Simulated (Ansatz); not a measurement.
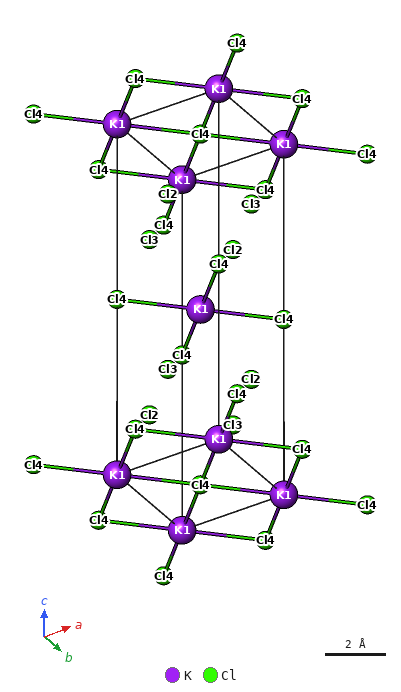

The starting point is a symmetric starting cell of KCl3. The picture is a ball-and-stick view of the conventional cell (2 times the calculation's cell), seen from a free direction. Lengths and directions refer to the drawn axes.

Theory: DFT PBEsol, scalar-relativistic, plane waves, PAW (Ansatz 0.2.0). Set-up: plane-wave cutoff 420 eV; k-point mesh 14 × 14 × 14; occupations gaussian; smearing width 0.1 eV; no spin polarisation.

Change: The cell is strained by +0.7 % along c and −5.3 % across it (volume −9.7 %), the atoms keeping their fractional coordinates. No relaxation follows. The starting cell wasn't computed here and needn't be at equilibrium, so pressure and forces aren't due to the change alone.

Input
```yaml
crystal:
  lattice:
    - [-1.9387991427, 1.9387991427, 7.1365008714]
    - [1.9387991427, -1.9387991427, 7.1365008714]
    - [1.9387991427, 1.9387991427, -7.1365008714]
  atoms:
    - { symbol: K, position: [0.0, 0.0, 0.0] }
    - { symbol: Cl, position: [0.75, 0.25, 0.5] }
    - { symbol: Cl, position: [0.25, 0.75, 0.5] }
    - { symbol: Cl, position: [0.5, 0.5, 0.0] }
basis:
  ecutwfc: 420
kpoints:
  mp_grid: { grid: [14, 14, 14] }
hamiltonian:
  xc: pbesol
scf:
  occupations: { method: gaussian, width: 0.1 }
output:
  forces: true
  stress: true
  eigenvalues: true
```

> What is the effect?

Among the bonded contacts that change: Cl–K 2.895 → 2.742 Å. The space group stays I4/mmm (No. 139). The pressure is 1.8 GPa (not all of it need come from the change, since the unchanged cell can be under pressure at this level too). The principal stresses (compression positive) are −0.1 GPa along c and 2.7 GPa across it. All forces vanish by symmetry.

The changed structure in the same view:

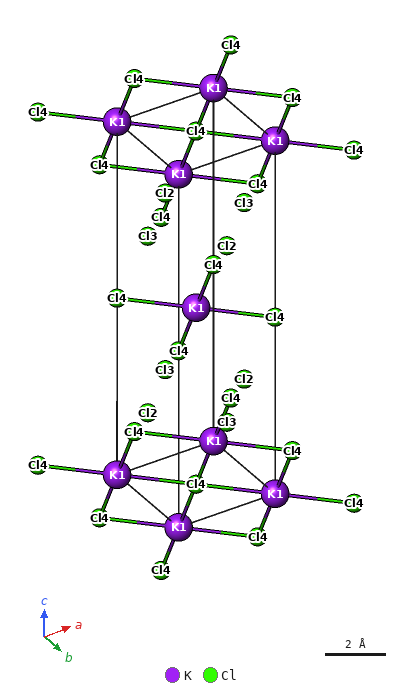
